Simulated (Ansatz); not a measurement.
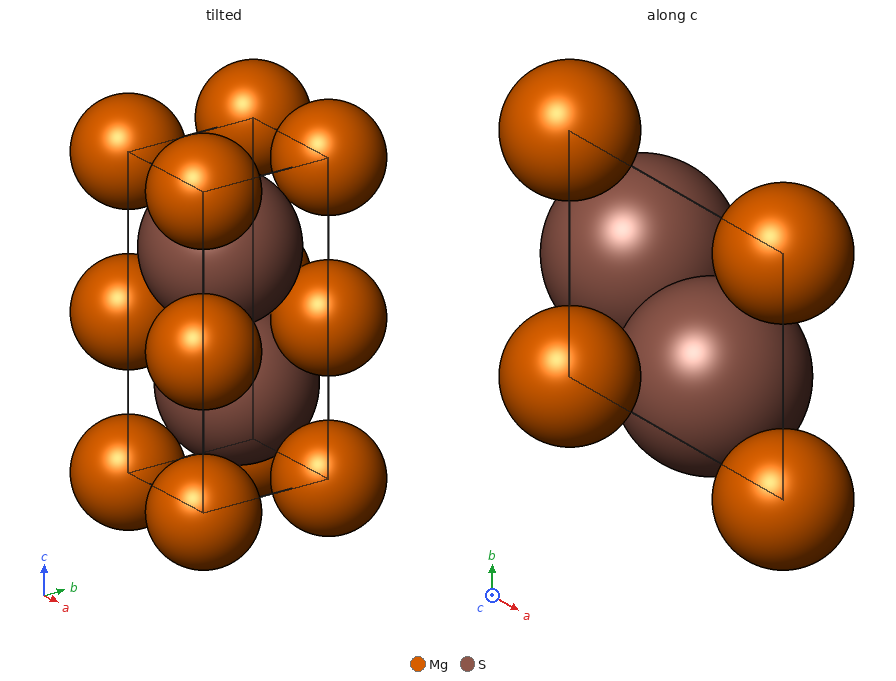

The image is a space-filling drawing of a crystal, viewed slightly off an axis and along the c axis. Lines trace the edges of the conventional unit cell.

MgS, nickel arsenide (NiAs) type, space group P6_3/mmc (No. 194), a = 3.645 Å, b = 3.645 Å, c = 5.918 Å, α = 90.00°, β = 90.00°, γ = 120.00°. The initial geometry was a structure type filled with these elements by a generator (whether the compound takes this form wasn't checked). The cell was then strained or its atoms displaced on purpose. A calculation with Ansatz used it as input.

This one geometry was computed with Ansatz (DFT, plane waves, PAW) at three levels of theory: PBE, HSE06 and r2SCAN. It was relaxed with r2SCAN and then strained.

Which level gives the highest pressure at this volume, and what does that say about its equilibrium volume?

Answer. Highest: PBE (4.6 GPa), which points to the largest equilibrium volume. Lowest, with the smallest volume: HSE06 (3.0 GPa) and r2SCAN (3.4 GPa). Levels within 0.5 GPa of each other can't be told apart.

How does the band gap change with the level of theory?

Answer. PBE: a gap of 3.54 eV, indirect; r2SCAN: a gap of 4.20 eV, indirect; HSE06: a gap of 4.59 eV, indirect.

Collect the results in a table.

Answer.
| level | cutoff (eV) | k-mesh of the run's cell | gap (eV) | pressure (GPa) |
| --- | --- | --- | --- | --- |
| PBE | 420 | 12×12×4 | 3.54 | 4.6 |
| HSE06 | 420 | 6×6×4 | 4.59 | 3.0 |
| r2SCAN | 500 | 12×12×4 | 4.20 | 3.4 |

Gaps are taken on the k-mesh or band path of each run.
